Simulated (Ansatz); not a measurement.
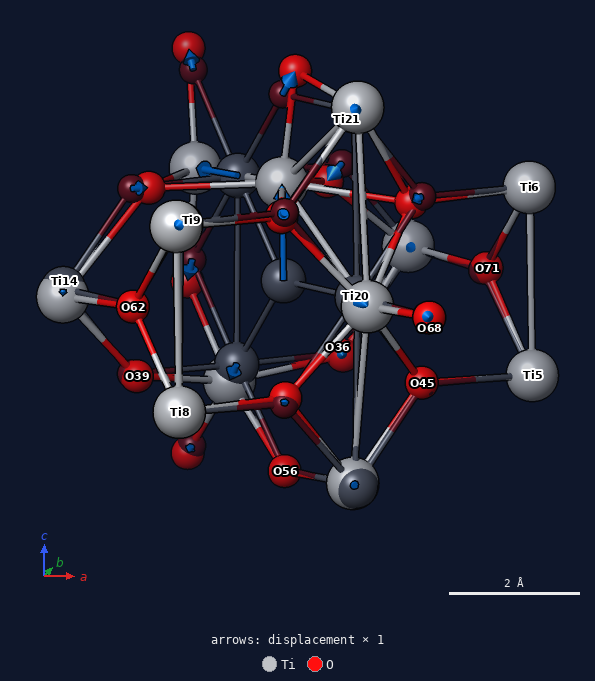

This is a relaxation of a defect cell of composition Ti₂₅O₄₇ (cell charge +2). The starting structure is drawn faded, the final one solid; blue arrows show the displacements, at their true length.

The picture is a ball-and-stick view of the atoms within 4.2 Å of the atom that moves most (axes of the cell of the calculation (origin shifted)), seen slightly off an axis.

Method: DFT, PBEsol, PAW, plane waves in Ansatz. (plane-wave cutoff 420 eV; k-point mesh 1 × 1 × 1; mesh shifted by (0.25, 0.25, 0.25); no spin polarisation; atoms relaxed in a fixed cell; force threshold 0.03 eV/Å; at most 80 steps)

> What happened in the run?

The energy falls by 11.862 eV per cell of the calculation in 24 geometry steps. The largest force component goes from 7.1 to 0.024 eV/Å. The atom that moves furthest is a Ti atom (1.53 Å along +c). By element the largest moves are Ti 1.53 Å, O 0.52 Å. The cell stays as it was. Among the contacts that change: Ti–Ti 1.957 → 3.618 Å, O–Ti 1.885 → 3.266 Å, O–Ti 2.904 → 1.799 Å, Ti–Ti 3.547 → 2.591 Å. New bonds form, among them: O–Ti (2.74 → 2.11 Å), O–Ti (2.74 → 2.13 Å), O–Ti (2.75 → 2.06 Å), O–Ti (2.77 → 2.01 Å). Bonds break, among them: O–Ti (1.88 → 3.27 Å). Bond angles that change, for instance: Ti–Ti–Ti 130.7° → 142.9°, Ti–O–Ti 130.2° → 119.8°, Ti–O–Ti 132.0° → 122.1°.

Limits of the set-up: the cell is charged, on a uniform background, and energies carry no finite-size correction.
